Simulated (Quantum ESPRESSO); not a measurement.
## Single-point calculation, with input and output: BN

The run: single-point calculation of BN (F-43m, 2 atoms in the cell). Method and program: Kohn-Sham DFT of a periodic cell, r2SCAN, SG15 PBE 1.2, no spin polarisation (Quantum ESPRESSO 7.5).

The structure derives from a Materials Project entry. The volume is scaled by 0.94.

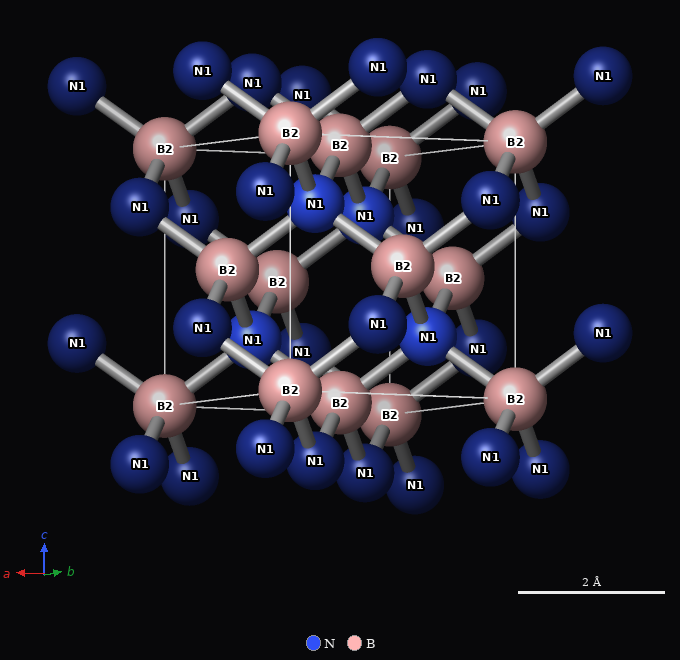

The structure (ball-and-stick view of the cell 4 times as large as that of the calculation, set on its symmetry axes, seen at an oblique angle; neighbours outside the cell are drawn fainter; atoms are numbered from 1 in the order of the input). An atom can appear more than once, as a periodic image. Near neighbours in the periodic cell (some may lie outside the picture): N has 4 B at 1.54 Å; B has 4 N at 1.54 Å.

Input:
```
&CONTROL
  calculation = 'scf'
  prefix = 'pwscf'
  outdir = './tmp'
  pseudo_dir = './pseudo'
  tstress = .true.
  disk_io = 'nowf'
/
&SYSTEM
  ibrav = 0
  nat = 2
  ntyp = 2
  ecutwfc = 88
  nbnd = 9
  input_dft = 'r2scan'
  occupations = 'smearing'
  smearing = 'fd'
  degauss = 0.00367493
  nosym = .true.
  nr1 = 32
  nr2 = 32
  nr3 = 32
/
&ELECTRONS
  conv_thr = 1d-08
  electron_maxstep = 120
  mixing_beta = 0.5
/
ATOMIC_SPECIES
N     14.0070 N_ONCV_PBE-1.2.upf
B     10.8100 B_ONCV_PBE-1.2.upf
CELL_PARAMETERS angstrom
   0.0000000000    1.7759905947    1.7759905947
   1.7759905947    0.0000000000    1.7759905947
   1.7759905947    1.7759905947    0.0000000000
ATOMIC_POSITIONS crystal
N      0.2500000000    0.2500000000    0.2500000000
B      0.0000000000    0.0000000000    0.0000000000
K_POINTS automatic
10 10 10 0 0 0
```

Run on 4 threads of Intel Xeon (Sapphire Rapids), 32 GiB of memory available, shared host.

Command:
```bash
OMP_NUM_THREADS=1 mpirun -n 4 pw.x -nk 4 -in pw.in > pw.out
```

What the program printed:
```
This program is part of the open-source Quantum ESPRESSO suite
     for quantum simulation of materials; please cite
         "P. Giannozzi et al., J. Phys.:Condens. Matter 21 395502 (2009);
         "P. Giannozzi et al., J. Phys.:Condens. Matter 29 465901 (2017);
         "P. Giannozzi et al., J. Chem. Phys. 152 154105 (2020);
          URL
     in publications or presentations arising from this work. More details at

     IMPORTANT: XC functional enforced from input :
     Exchange-correlation= R2SCAN
                           (   0   0   0   0   0 497 498)
     Any further DFT definition will be discarded
     Please, verify this is what you really want

     K-points division:     npool     =       4
     Subspace diagonalization in iterative solution of the eigenvalue problem:
     a serial algorithm will be used

     G-vector sticks info
     --------------------
     sticks:   dense  smooth     PW     G-vecs:    dense   smooth      PW
     Sum         547     547    187                 8393     8393    1639

     Using Slab Decomposition

     bravais-lattice index     =            0
     lattice parameter (alat)  =       4.7463  a.u.
     unit-cell volume          =      75.6047 (a.u.)^3
     number of atoms/cell      =            2
     number of atomic types    =            2
     number of electrons       =         8.00
     number of Kohn-Sham states=            9
     kinetic-energy cutoff     =      88.0000  Ry
     charge density cutoff     =     352.0000  Ry
     scf convergence threshold =      1.0E-08
     mixing beta               =       0.5000
     number of iterations used =            8  plain     mixing
     Exchange-correlation= R2SCAN
                           (   0   0   0   0   0 497 498)

     celldm(1)=   4.746293  celldm(2)=   0.000000  celldm(3)=   0.000000
     celldm(4)=   0.000000  celldm(5)=   0.000000  celldm(6)=   0.000000

     crystal axes: (cart. coord. in units of alat)
               a(1) = (   0.000000   0.707107   0.707107 )
               a(2) = (   0.707107   0.000000   0.707107 )
               a(3) = (   0.707107   0.707107   0.000000 )

     reciprocal axes: (cart. coord. in units 2 pi/alat)
               b(1) = ( -0.707107  0.707107  0.707107 )
               b(2) = (  0.707107 -0.707107  0.707107 )
               b(3) = (  0.707107  0.707107 -0.707107 )

     PseudoPot. # 1 for N  read from file:
     N_ONCV_PBE-1.2.upf
     Pseudo is Norm-conserving, Zval =  5.0
     Generated using ONCVPSP code by D. R. Hamann
     Using radial grid of  602 points,  4 beta functions with:
                l(1) =   0
                l(2) =   0
                l(3) =   1
                l(4) =   1

     PseudoPot. # 2 for B  read from file:
     B_ONCV_PBE-1.2.upf
     Pseudo is Norm-conserving, Zval =  3.0
     Generated using ONCVPSP code by D. R. Hamann
     Using radial grid of  602 points,  4 beta functions with:
                l(1) =   0
                l(2) =   0
                l(3) =   1
                l(4) =   1

     atomic species   valence    mass     pseudopotential
     N                 5.00    14.00700     N ( 1.00)
     B                 3.00    10.81000     B ( 1.00)

     No symmetry found

   Cartesian axes

     site n.     atom                  positions (alat units)
         1        N      tau(   1) = (   0.3535534   0.3535534   0.3535534  )
         2        B      tau(   2) = (   0.0000000   0.0000000   0.0000000  )

     number of k points=   504  Fermi-Dirac smearing, width (Ry)=  0.0037

     Number of k-points >= 100: set verbosity='high' to print them.

     Dense  grid:     8393 G-vectors     FFT dimensions: (  32,  32,  32)

     WARNING: libxc functional with ID  497 depends
      on external parameters: check the user_guide of
      QE if you need to modify them or to check their
      default values.

     WARNING: libxc functional with ID  498 depends
      on external parameters: check the user_guide of
      QE if you need to modify them or to check their
      default values.

     Initial potential from superposition of free atoms

     starting charge       7.9803, renormalised to       8.0000
     Starting wfcs are random

     Self-consistent Calculation

     iteration #  1     ecut=    88.00 Ry     beta= 0.50
     Davidson diagonalization with overlap
     ethr =  1.00E-02,  avg # of iterations =  7.9

     total energy              =     -25.68502551 Ry
     estimated scf accuracy    <       4.83916926 Ry

     iteration #  2     ecut=    88.00 Ry     beta= 0.50
     Davidson diagonalization with overlap
     ethr =  1.00E-02,  avg # of iterations =  1.0

     total energy              =     -25.72992386 Ry
     estimated scf accuracy    <       0.75654256 Ry

     iteration #  3     ecut=    88.00 Ry     beta= 0.50
     Davidson diagonalization with overlap
     ethr =  9.46E-03,  avg # of iterations =  1.0

     total energy              =     -25.73175946 Ry
     estimated scf accuracy    <       0.04754835 Ry

     iteration #  4     ecut=    88.00 Ry     beta= 0.50
     Davidson diagonalization with overlap
     ethr =  5.94E-04,  avg # of iterations =  1.0

     total energy              =     -25.73187432 Ry
     estimated scf accuracy    <       0.00010112 Ry

     iteration #  5     ecut=    88.00 Ry     beta= 0.50
     Davidson diagonalization with overlap
     ethr =  1.26E-06,  avg # of iterations =  4.2

     total energy              =     -25.73188567 Ry
     estimated scf accuracy    <       0.00000905 Ry

     iteration #  6     ecut=    88.00 Ry     beta= 0.50
     Davidson diagonalization with overlap
     ethr =  1.13E-07,  avg # of iterations =  1.0

     total energy              =     -25.73188638 Ry
     estimated scf accuracy    <       0.00000175 Ry

     iteration #  7     ecut=    88.00 Ry     beta= 0.50
     Davidson diagonalization with overlap
     ethr =  2.18E-08,  avg # of iterations =  1.0

     total energy              =     -25.73188644 Ry
     estimated scf accuracy    <       0.00000009 Ry

     iteration #  8     ecut=    88.00 Ry     beta= 0.50
     Davidson diagonalization with overlap
     ethr =  1.11E-09,  avg # of iterations =  1.2

     End of self-consistent calculation

     Number of k-points >= 100: set verbosity='high' to print the bands.

     the Fermi energy is    14.3264 ev

!    total energy              =     -25.73188645 Ry
     estimated scf accuracy    <          8.1E-09 Ry
     smearing contrib. (-TS)   =       0.00000000 Ry
     internal energy E=F+TS    =     -25.73188645 Ry

     The total energy is F=E-TS. E is the sum of the following terms:
     one-electron contribution =       5.07807565 Ry
     hartree contribution      =       3.53498642 Ry
     xc contribution           =      -7.53682765 Ry
     ewald contribution        =     -26.80812087 Ry

     convergence has been achieved in   8 iterations

     Computing stress (Cartesian axis) and pressure

          total   stress  (Ry/bohr**3)                   (kbar)     P=      195.99
   0.00133231  -0.00000000  -0.00000000          195.99       -0.00       -0.00
  -0.00000000   0.00133230  -0.00000000           -0.00      195.99       -0.00
  -0.00000000  -0.00000000   0.00133230           -0.00       -0.00      195.99

=------------------------------------------------------------------------------=
   JOB DONE.
=------------------------------------------------------------------------------=
```

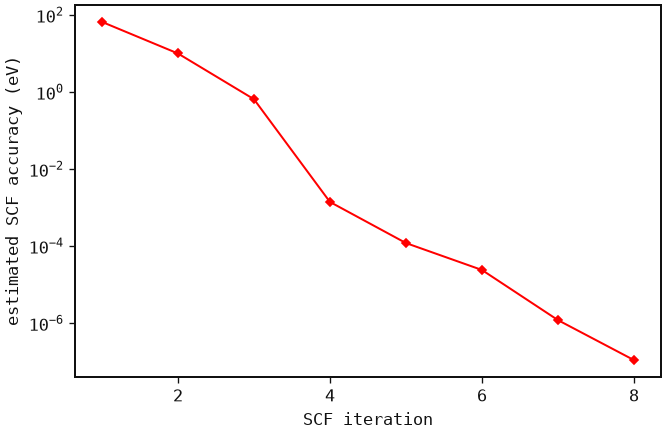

Convergence of the self-consistent field: estimated SCF accuracy against the iteration. The field takes 8 iterations in all.

Key numbers:

| quantity | value |
| --- | --- |
| outcome | converged |
| space group (tolerance 0.01 Å) | F-43m (216) |
| electrons treated | 8 |
| free energy | −350.1002 eV |
| Fermi energy | 14.326 eV |
| gap on the k-point mesh | 5.06 eV |
| pressure | 19.60 GPa |
| wall time | 36 s (CPU time 2.4 min) |
| peak memory | 0.32 GiB |

Notes:

Further notes kept with the run: potentials made for another functional. Points of doubt noted for this run: potentials made for another functional. The cell is under a pressure of 19.6 GPa at this level, so it is not at its equilibrium volume.
